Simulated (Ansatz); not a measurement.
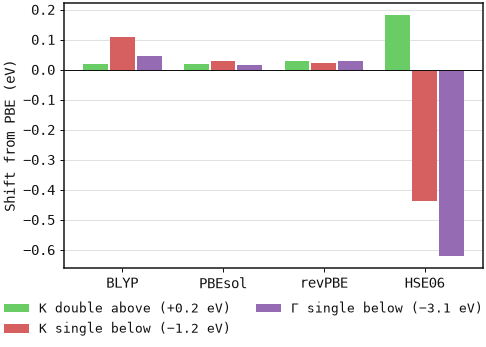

Levels near the Fermi level of hcp Zr, space group P6_3/mmc (No. 194), 2 atoms in the cell (a = 3.232 Å, c = 5.147 Å (hexagonal axes)), a metal, by five methods on one cell, as shifts from PBE. Each level is counted from the Fermi level of its run and named by k point, degeneracy (spin aside) and side; the legend gives its PBE energy.

> Which method departs most from PBE, and how?

HSE06: it moves K double above by +0.18 eV, K single below by −0.44 eV and Γ single below by −0.62 eV. Exact exchange pushes filled levels down from the Fermi level and so widens the occupied bands. At these levels the other methods stay within 0.11 eV of PBE.

| method | K double above (eV) | K single below (eV) | Γ single below (eV) |
| --- | --- | --- | --- |
| BLYP | 0.25 | −1.06 | −3.02 |
| PBE | 0.23 | −1.17 | −3.07 |
| PBEsol | 0.25 | −1.15 | −3.05 |
| revPBE | 0.26 | −1.15 | −3.04 |
| HSE06 | 0.41 | −1.61 | −3.69 |

Settings. BLYP: Ansatz PAW, 9×9×5 k mesh, 420 eV cutoff, Fermi-Dirac smearing of 0.05 eV (Ansatz 0.2.0). PBE: Ansatz PAW, 9×9×5 k mesh, 420 eV cutoff, Gaussian smearing of 0.027 eV (Ansatz 0.2.0). PBEsol: Ansatz PAW, 9×9×5 k mesh, 420 eV cutoff, Fermi-Dirac smearing of 0.05 eV (Ansatz). revPBE: Ansatz PAW, 9×9×5 k mesh, 420 eV cutoff, Fermi-Dirac smearing of 0.05 eV (Ansatz 0.2.0). HSE06: Ansatz PAW, 6×6×4 k mesh, 420 eV cutoff, Fermi-Dirac smearing of 0.05 eV (Ansatz 0.2.0). No run carries moments or holds spin-orbit coupling.

BLYP, PBEsol, revPBE and HSE06: the PAW data sets were made with another functional. HSE06: the k mesh is coarse, so the values aren't converged, least of all with exact exchange. The meshes or smearings differ, which moves the Fermi levels by some hundredths of an eV or more.
